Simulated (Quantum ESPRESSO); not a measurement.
**A series of single points on W**

System: W (Im-3m, 1 atom in the cell).
Method: Kohn-Sham DFT of a periodic cell, AM05, PseudoDojo 0.4.1 SR PBE standard, no spin polarisation (Quantum ESPRESSO 7.5).

The 7 runs differ only in the geometry, by an even scaling of the cell at fixed fractional positions. The structure derives from an entry of the Crystallography Open Database.

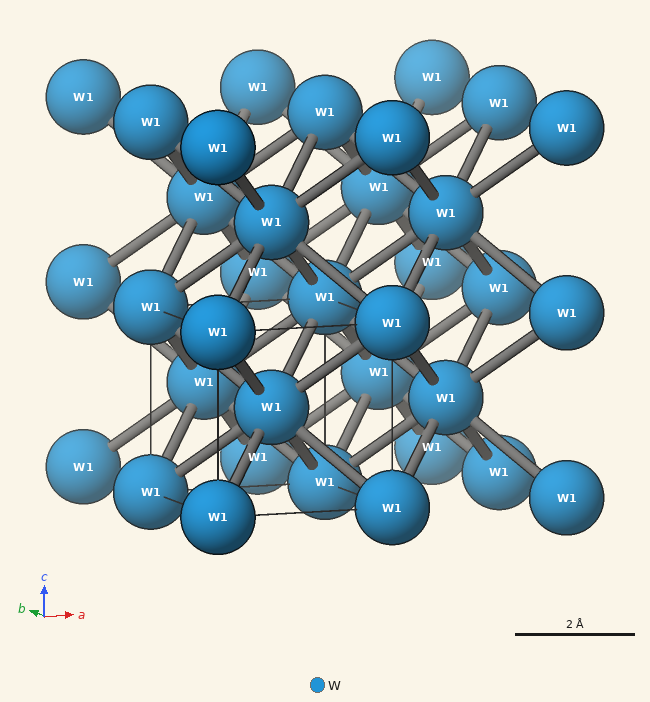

Figure 1. The structure of run 4 (ball-and-stick view of the cell 2 times as large as that of the calculation, set on its symmetry axes, repeated 2 × 2 × 2, seen slightly off an axis; atoms are numbered from 1 in the order of the input).

## Input of run 4
```
&CONTROL
  calculation = 'scf'
  prefix = 'pwscf'
  outdir = './tmp'
  pseudo_dir = './pseudo'
  tprnfor = .true.
  tstress = .true.
  disk_io = 'nowf'
/
&SYSTEM
  ibrav = 0
  nat = 1
  ntyp = 1
  ecutwfc = 74
  nbnd = 13
  input_dft = 'XC-000I-000I-120L-135L-000I-000I'
  occupations = 'smearing'
  smearing = 'fd'
  degauss = 0.00367493
/
&ELECTRONS
  conv_thr = 2d-10
  electron_maxstep = 120
  mixing_beta = 0.5
/
ATOMIC_SPECIES
W    183.8400 W.upf
CELL_PARAMETERS angstrom
  -1.5823450000    1.5823450000    1.5823450000
   1.5823450000   -1.5823450000    1.5823450000
   1.5823450000    1.5823450000   -1.5823450000
ATOMIC_POSITIONS crystal
W      0.0000000000    0.0000000000    0.0000000000
K_POINTS automatic
12 12 12 0 0 0
```

Command:
```bash
OMP_NUM_THREADS=1 pw.x -in pw.in > pw.out
```

Run 3 differs from it as follows:
```diff
-  -1.5823450000    1.5823450000    1.5823450000
-   1.5823450000   -1.5823450000    1.5823450000
-   1.5823450000    1.5823450000   -1.5823450000
+  -1.5717249149    1.5717249149    1.5717249149
+   1.5717249149   -1.5717249149    1.5717249149
+   1.5717249149    1.5717249149   -1.5717249149
```

## Results, with one run withheld

| run | volume per atom (Å³) | free energy per atom, from the lowest run given (meV) | pressure (GPa) |
| --- | --- | --- | --- |
| 1 | 14.897 | 40.07 | 17.81 |
| 2 | 15.214 | 12.49 | 10.04 |
| 3 | 15.531 | ? | ? |
| 4 | 15.848 | 0.00 | −3.44 |
| 5 | 16.165 | 12.53 | −9.28 |
| 6 | 16.482 | 36.07 | −14.57 |
| 7 | 16.798 | 69.58 | −19.36 |

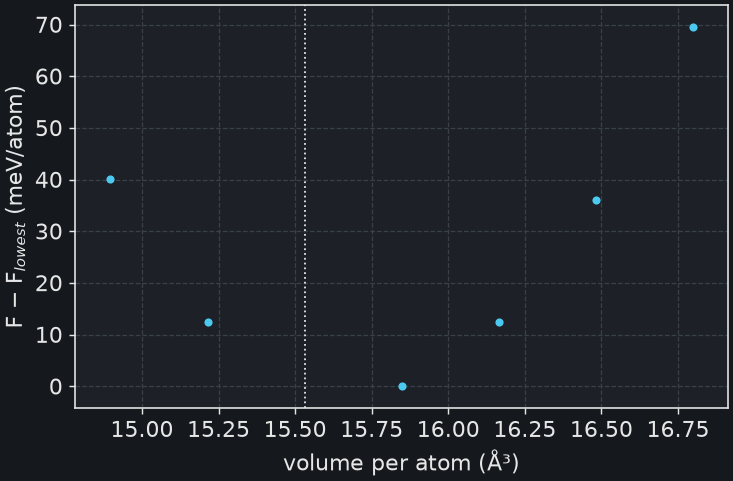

Figure 2. Free energy per atom of the runs given; the dotted line marks run 3.

Fit the runs given and predict run 3.

A cubic polynomial in V^(−2/3) (the Birch–Murnaghan form), fitted to the 6 runs given, misses them by at most 0.02 meV per atom. With x = V^(−2/3) − 0.15830 Å⁻², it reads F = 0.66107 − 3691.4 x + 1.3815e+06 x² − 1.3986e+06 x³ (meV per atom). At run 3 it gives −0.42 meV per atom, and the run itself gives −0.43. The slope of the fit gives a pressure −dF/dV of 3.05 GPa there, and the run prints 2.97 GPa. The two needn't agree exactly: the fit is approximate, and the printed stress is taken on a finite basis. The fit has its minimum at 15.678 Å³ per atom, where V d²F/dV² gives 319 GPa: the bulk modulus at this level, since symmetry fixes the shape and the positions.

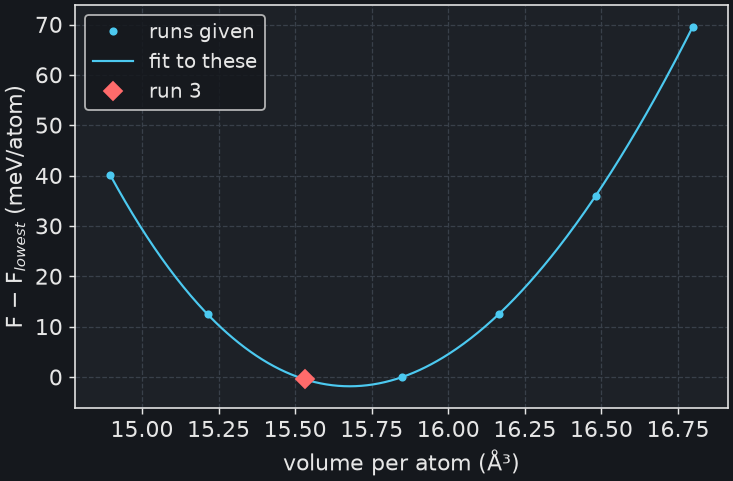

Figure 3. The fit and the withheld run.

## Some lines of the output (run 3)
```
[...]
     unit-cell volume          =     104.8060 (a.u.)^3
     number of k points=    72  Fermi-Dirac smearing, width (Ry)=  0.0037
     total energy              =    -151.32910209 Ry
     total energy              =    -151.33329054 Ry
     total energy              =    -151.33358472 Ry
     total energy              =    -151.33359733 Ry
     total energy              =    -151.33359981 Ry
     total energy              =    -151.33360006 Ry
     total energy              =    -151.33360005 Ry
     the Fermi energy is    22.8734 ev
!    total energy              =    -151.33360006 Ry
     The total energy is F=E-TS. E is the sum of the following terms:
     Computing stress (Cartesian axis) and pressure
          total   stress  (Ry/bohr**3)                   (kbar)     P=       29.73
```

Notes: The record of the run, not the program, notes: potentials made for another functional. Points of doubt noted for this run: potentials made for another functional. Spin–orbit coupling is left out, which matters for W.
